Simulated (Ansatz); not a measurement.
# KCl (Sylvite): the PBE gap against the k mesh of the density

Aim: see how gap, energy and time of KCl (Sylvite) follow the k mesh of the density.

Calculated with Ansatz 0.2.0; DFT, PBE, plane waves, PAW.

### 1. Set-up

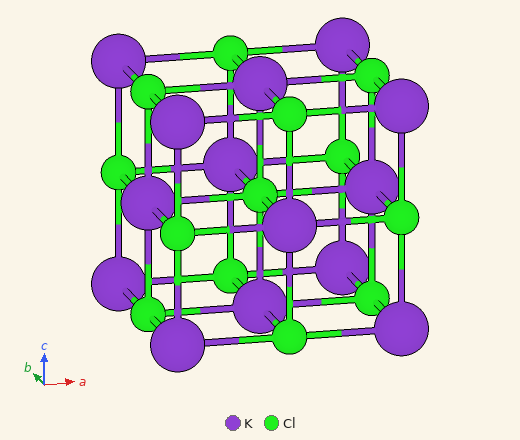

The starting structure, seen slightly off an axis (potassium purple, chlorine green). This picture shows the conventional cell, with its axes. Some periodic images of atoms are drawn too.

The cell and positions come from the Crystallography Open Database and are kept as given unless a step says otherwise. The default PAW set here is soft_2. Its files were made with PBE.

### 2. k mesh of the density: 2×2×2

Contents of input.yaml:

```yaml
crystal:
  lattice:
    - [0.0, 3.14647, 3.14647]
    - [3.14647, 0.0, 3.14647]
    - [3.14647, 3.14647, 0.0]
  atoms:
    - { symbol: K, position: [0.0, 0.0, 0.0] }
    - { symbol: Cl, position: [0.5, 0.5, 0.5] }
kpoints:
  mp_grid: { grid: [2, 2, 2] }
  band_path:
    path:
      - [0.0, 0.0, 0.0]
      - [0.5, 0.0, 0.5]
      - [0.625, 0.25, 0.625]
      - [0.375, 0.375, 0.75]
      - [0.5, 0.5, 0.5]
      - [0.5, 0.25, 0.75]
    npoints: 1
hamiltonian:
  xc: pbe
scf:
  occupations: { method: fixed }
  n_extra_bands: 4
output:
  eigenvalues: true
```

Run with:

```bash
$ ansatz run input.yaml --threads 3 --pin off --max-ram 92160MiB --backend cuda --events-out ev --progress --plain --runs-dir out --devices 1 --max-vram 13GiB
```

Numbers of over 12 decimals in the logs are rounded to 6 here.

The log of the run:

```text
scf.n_extra_bands = 4 over 8 filled bands (N_el = 16.0): the run solves 12 bands
GPUs: using 1 of 1 available (devices: 1).
Engine: ansatz 0.2.0, x86_64-unknown-linux-gnu
Pseudopotentials: kind: paw
Pseudopotential: K, paw, valence charge 9, recommended cutoff 420 eV (normal), K.paw.azcp
Pseudopotential: Cl, paw, valence charge 7, recommended cutoff 420 eV (normal), Cl.paw.azcp
Functional definition: PBE
  parameter kappa = 0.804
  parameter beta = 0.066725
  exchange = pbe_x(kappa = kappa, mu = beta*pi^2/3)
  correlation = pbe_c(beta = beta)
device memory: the entry about to start is reckoned to put 1.4 GiB on a device that reports 46.4 GiB free (of which the cap on the GPU budget leaves the run 13.0 GiB)
GPU FFT provider: cuFFT
GPU libraries: cuBLAS 13.8.2, cuFFT 12.4.0, cuSOLVER 12.3.4
Crystal: 2 atoms, lattice volume = 62.302 Å³
Basis set: ecut = 420 eV, 1243 PW (Γ)
Bands: 12, of which v1, the nominal top of the filled ones, is band 8 counted from 1 (7 counted from 0)
Symmetry: 48 space group operations
Space group: Fm-3m (ITA 225), of the structure as read, at distance tolerance 4.0e-5 Å
k-points: 3 of 8
Non-local potential: K, projectors of the file, l = 0: 3, l = 1: 2, l = 2: 2
Non-local potential: Cl, projectors of the file, l = 0: 2, l = 1: 2, l = 2: 2
PAW form: soft (Blöchl's): semilocal exchange-correlation on the pseudo side does not see the compensation charge
PAW one-centre angular grid: K, 110 points (default); XC on 64 Gauss nodes
PAW one-centre angular grid: Cl, 110 points (default); XC on 64 Gauss nodes
Initial density: superposition of atomic densities (neutral atoms: chi_scale 0, normalization atom), corrected by the library's trained network
Initial wavefunctions: pseudopotential atomic-orbital guess
GPU buffer pool allocated for 27000 grid points (all kernels)
GPU transforms: local potential and band sums: pruned to the plane-wave sphere, on 30×30×30
Functional: x = pbe(κ = 0.804, μ = 0.219515), c = pbe(β = 0.066725)
SCF iter   1: F=—  HF=-2621.149752 eV  |F-HF|=—  |Δ(HF+E_count)|=         —  Δρ=1.49e-3  dr2=2.78e-3  ethr=1.77e-3  ⟨swp⟩=4.0  Hψ=191  notcnv=0  defer=2
preconditioner: auto → none  [insulator: Δε(μ)=5.182 eV  Ē_g=15.364 eV  n_scr=14 (ndim 8)  ℏωp=17.6 eV  f_vac=0.081  ε∞_Penn≈2.3]
SCF iter   2: F=—  HF=-2621.148872 eV  |F-HF|=—  |Δ(HF+E_count)|=   8.80e-4  Δρ=6.70e-4  dr2=2.47e-4  ethr=1.74e-5  ⟨swp⟩=3.0  Hψ=93  notcnv=0  defer=4
SCF iter   3: F=—  HF=-2621.148850 eV  |F-HF|=—  |Δ(HF+E_count)|=   2.13e-5  Δρ=2.27e-4  dr2=2.81e-5  ethr=1.55e-6  ⟨swp⟩=2.0  Hψ=48  notcnv=0  defer=4
SCF iter   4: F=—  HF=-2621.148862 eV  |F-HF|=—  |Δ(HF+E_count)|=   1.17e-5  Δρ=4.95e-5  dr2=1.93e-6  ethr=1.76e-7  ⟨swp⟩=2.3  Hψ=65  notcnv=0  defer=4
iter 5 did not close the SCF: its close was put off for the readings that it lacked (scf_convergence_deferred on its scf_iter line)
SCF iter   5: F=-2621.148862 eV  HF=-2621.148862 eV  |F-HF|=4.27e-9  |Δ(HF+E_count)|=   5.55e-7  Δρ=6.83e-6  dr2=2.39e-8  ethr=1.21e-8  ⟨swp⟩=2.3  Hψ=49  notcnv=0  defer=4
SCF iter   6: F=-2621.148862 eV  HF=-2621.148862 eV  |F-HF|=6.48e-10  |Δ(HF+E_count)|=   6.77e-9  Δρ=1.36e-6  dr2=6.82e-10  ethr=1.50e-10  ⟨swp⟩=3.0  Hψ=149  notcnv=0
SCF 1 converged in 6 iterations: F = -2621.148862 eV  dr2 = 6.82e-10
[...]
device memory: the entry about to start is reckoned to put 0.8 GiB on a device that reports 54.8 GiB free (of which the cap on the GPU budget leaves the run 13.0 GiB)
NSCF: frozen V_eff on 6 k-points
SCF converged after 6 iterations
Free energy (F): -2621.148862 eV
Harris-Foulkes:  -2621.148862 eV  (|F-HF|=6.48e-10)
Internal energy: -2621.148862 eV  (E = F + TS)
E sigma→0 (E₀):  -2621.148862 eV
Fermi energy:    0.919444 eV
--- Per-component energies (eV) ---
  E_band       = -131.094482
  E_kinetic    = 416.707702
  E_local      = -835.817748  (includes V_loc(G=0)·N_el)
  E_nonlocal   = 41.035798
  E_hartree    = 280.538522
  E_xc         = -243.383386
  E_vxc        = -288.300090  (∫ρ·V_xc dr)
  E_paw        = -1441.209190  (= ΣΔE_a)
  E_vpaw       = -25.797405  (= ΣTr[D̂ρ^β])
  E_aug_tail   = 0.000085  (compensation charges beyond the density's cutoff)
  E_ewald      = -839.020646
  E_smearing   = -0.000000  (= −TS)
  E_closure    = -0.000000  (closes the sum)
  Σ components = -2621.148862   (vs F -2621.148862, Δ=0.00e0)
--- Band table (eV) ---
  k-point 0: bands = [... 4 lower, -9.8186, 0.9194, 0.9194, 0.9194, 6.0742, 9.2274, 9.2274, 9.2274]
  k-point 1: bands = [... 4 lower, -9.5614, -0.1427, 0.5910, 0.5910, 8.4684, 9.4907, 11.3517, 11.3517]
  k-point 2: bands = [... 4 lower, -9.8739, 0.2563, 0.6939, 0.6939, 7.4025, 9.2086, 10.9719, 11.0354]
```

Elapsed: 1.8 s, on 1 × NVIDIA H100 80GB HBM3 (shared by 6 runs) with 3 threads of AMD EPYC 7R13 (Zen 3), shared host; peak memory 0.86 GiB.

In the SCF lines HF is the Harris–Foulkes energy and dr2 the Hartree energy of the density residual, in eV; the loop may stop once dr2 is under the threshold and the program's other checks hold. Hψ counts applications of the Hamiltonian.

Numbers from this step:

| Item | Value |
| --- | --- |
| gap | 5.155 eV |
| valence top at | Γ |
| conduction bottom at | Γ |
| least direct gap | 5.155 eV |

The gap is direct, at Γ.

### 3. k mesh of the density: 4×4×4

Edit input.yaml of step 2 so:

```diff
@@ -9,3 +9,3 @@
 kpoints:
-  mp_grid: { grid: [2, 2, 2] }
+  mp_grid: { grid: [4, 4, 4] }
   band_path:
@@ -26 +26,5 @@
   eigenvalues: true
+  write_density: true
+  write_potential: true
+  elf: true
+  volumetric_format: npy
```

The log of the run:

```text
[...]
GPUs: using 1 of 1 available (devices: 1).
[...]
GPU FFT provider: cuFFT
GPU libraries: cuBLAS 13.8.2, cuFFT 12.4.0, cuSOLVER 12.3.4
Crystal: 2 atoms, lattice volume = 62.302 Å³
Basis set: ecut = 420 eV, 1243 PW (Γ)
Bands: 12, of which v1, the nominal top of the filled ones, is band 8 counted from 1 (7 counted from 0)
[... 1 set-up line as in the run before ...]
[...]
k-points: 8 of 64
[...]
E sigma→0 (E₀):  -2621.219872 eV
Fermi energy:    0.853737 eV
[...]
--- Band table (eV; the first three rows and the last of 8) ---
  k-point 0: bands = [... 4 lower, -9.7997, 0.8537, 0.8537, 0.8537, 6.0426, 9.2168, 9.2168, 9.2168]
  k-point 1: bands = [... 4 lower, -9.6738, 0.2678, 0.6854, 0.6854, 7.2989, 9.0094, 9.9621, 9.9621]
  k-point 2: bands = [... 4 lower, -9.5596, -0.1988, 0.5285, 0.5285, 8.4347, 9.4560, 11.3516, 11.3516]
  k-point 7: bands = [... 4 lower, -9.7107, 0.3673, 0.3817, 0.3817, 8.8818, 8.8818, 10.2917, 10.7063]
[key lines of the parts left out:]
SCF converged after 6 iterations
Free energy (F): -2621.219872 eV
```

Elapsed: 6.3 s, on 1 × NVIDIA H100 80GB HBM3 (shared by 6 runs) with 3 threads; peak memory 0.86 GiB.

Numbers from this step:

```yaml
gap: 5.189 eV
valence_top_at: Γ
conduction_bottom_at: Γ
least_direct_gap: 5.189 eV
```

The gap is 5.189 eV, +0.034 eV from the run before at this level.

### 4. k mesh of the density: 6×6×6 (the default)

input.yaml, the sections that differ from step 3:

```yaml
kpoints:
  mp_grid: { grid: [6, 6, 6] }
  band_path:
    path:
      - [[0.0, 0.0, 0.0], [0.5, 0.0, 0.5], [0.625, 0.25, 0.625]]
      - [[0.375, 0.375, 0.75], [0.0, 0.0, 0.0], [0.5, 0.5, 0.5], [0.5, 0.25, 0.75], [0.5, 0.0, 0.5]]
    npoints: 10
scf:
  occupations: { method: fermi_dirac, width: 0.02 }
  n_extra_bands: 4
# crystal, hamiltonian, output: as in step 3
```

The log of the run:

```text
[...]
GPUs: using 1 of 1 available (devices: 1).
[...]
GPU FFT provider: cuFFT
GPU libraries: cuBLAS 13.8.2, cuFFT 12.4.0, cuSOLVER 12.3.4
Crystal: 2 atoms, lattice volume = 62.302 Å³
Basis set: ecut = 420 eV, 1243 PW (Γ)
Bands: 12, of which v1, the nominal top of the filled ones, is band 8 counted from 1 (7 counted from 0)
[... 1 set-up line as in the run before ...]
[...]
k-points: 16 of 216
[...]
E sigma→0 (E₀):  -2621.220070 eV
Fermi energy:    3.460736 eV
[...]
--- Band table (eV; the first three rows and the last of 16) ---
  k-point 0: bands = [... 4 lower, -9.7996, 0.8534, 0.8534, 0.8534, 6.0425, 9.2167, 9.2167, 9.2167]
  k-point 1: bands = [... 4 lower, -9.7349, 0.5399, 0.7677, 0.7677, 6.6771, 9.0484, 9.5582, 9.5582]
  k-point 2: bands = [... 4 lower, -9.6155, 0.0236, 0.6053, 0.6053, 7.9022, 9.1160, 10.4836, 10.4836]
  k-point 15: bands = [... 4 lower, -9.7453, 0.2829, 0.4309, 0.4959, 8.1014, 9.7692, 9.9173, 10.9948]
[key lines of the parts left out:]
SCF converged after 6 iterations
Free energy (F): -2621.220070 eV
```

It took 4.2 s on 1 × NVIDIA H100 80GB HBM3 (shared by 6 runs) with 3 threads; peak memory 0.9 GiB; 2.7 s of CPU time.

This step gave:

```yaml
gap: 5.189 eV
valence_top_at: Γ
conduction_bottom_at: Γ
least_direct_gap: 5.189 eV
```

The gap is 5.189 eV, as in the run before at this level.

### 5. k mesh of the density: 10×10×10

input.yaml, the sections that differ from step 4:

```yaml
kpoints:
  mp_grid: { grid: [10, 10, 10] }
  band_path:
    path:
      - [0.0, 0.0, 0.0]
      - [0.5, 0.0, 0.5]
      - [0.625, 0.25, 0.625]
      - [0.375, 0.375, 0.75]
      - [0.5, 0.5, 0.5]
      - [0.5, 0.25, 0.75]
    npoints: 1
scf:
  occupations: { method: fixed }
  n_extra_bands: 4
output:
  eigenvalues: true
# crystal, hamiltonian: as in step 4
```

The log of the run:

```text
[...]
GPUs: using 1 of 1 available (devices: 1).
[...]
GPU FFT provider: cuFFT
GPU libraries: cuBLAS 13.8.2, cuFFT 12.4.0, cuSOLVER 12.3.4
Crystal: 2 atoms, lattice volume = 62.302 Å³
Basis set: ecut = 420 eV, 1243 PW (Γ)
Bands: 12, of which v1, the nominal top of the filled ones, is band 8 counted from 1 (7 counted from 0)
[... 1 set-up line as in the run before ...]
[...]
k-points: 47 of 1000
[...]
E sigma→0 (E₀):  -2621.220071 eV
Fermi energy:    0.853383 eV
[...]
--- Band table (eV; the first three rows and the last of 47) ---
  k-point 0: bands = [... 4 lower, -9.7995, 0.8534, 0.8534, 0.8534, 6.0425, 9.2167, 9.2167, 9.2167]
  k-point 1: bands = [... 4 lower, -9.7744, 0.7276, 0.8202, 0.8202, 6.2874, 9.1355, 9.3416, 9.3416]
  k-point 2: bands = [... 4 lower, -9.7111, 0.4318, 0.7357, 0.7357, 6.9155, 9.0187, 9.7031, 9.7031]
  k-point 46: bands = [... 4 lower, -9.7237, 0.3189, 0.3913, 0.4500, 8.3906, 9.4125, 10.1183, 10.8479]
[key lines of the parts left out:]
SCF converged after 6 iterations
Free energy (F): -2621.220071 eV
```

Run time: 2.2 s. Hardware: 1 × NVIDIA H100 80GB HBM3 (shared by 6 runs) with 3 threads; peak memory 0.86 GiB; 2.8 s of CPU time.

This step gave:

- gap: 5.189 eV
- valence top at: Γ
- conduction bottom at: Γ
- least direct gap: 5.189 eV

The gap is 5.189 eV, as in the run before at this level.

### 6. The series

Differences are against the last row; a negative gap means that bands overlap, and a run with a band path holds that path's time. Times are wall times on 1 × NVIDIA H100 80GB HBM3 (shared by 6 runs) with 3 threads of AMD EPYC 7R13 (Zen 3), shared host, good to a factor of about two.

```csv
k mesh of the density,gap (eV),direct gap (eV),gap error (eV),energy error (meV/atom),irreducible k,time
2×2×2,5.155,5.155,−0.034,+35.6,3,1.8 s
4×4×4,5.189,5.189,−0.0002,+0.1,8,6.3 s
6×6×6,5.189,5.189,+0.000,+0.0,16,4.2 s
10×10×10,5.189,5.189,+0.000,+0.0,47,2.2 s
```

### 7. What came out

```json
{
  "2×2×2": "5.155 eV",
  "4×4×4": "5.189 eV",
  "6×6×6": "5.189 eV",
  "10×10×10": "5.189 eV"
}
```

**Reading.** The gap holds to 0.02 eV from 4×4×4 on. At 2×2×2 the gap is off by −0.034 eV and the energy by +36 meV/atom. The gap is read over the mesh and added points near the edges, so meshes differ mainly through the density and, for a hybrid, the exchange operator.

[Paths, hosts, dates, memory and timing lines, banners, echoed tables and standing remarks are left out of the program output.]

[Logs are printed without paths, hosts, clocks, repeated set-up lines and the standing remarks that a program may print on its own settings, such as how far it seeks lower states.]

[Runs of the session that timed out or met a known fault of the program may be left out.]

[Cells called generated may have been cut or substituted from an entry of the Crystallography Open Database or the Materials Project.]

[Hosts, paths, dates, database ids (printed as entryN), source tags and the programs' standing remarks are cut or masked in the printed files.]
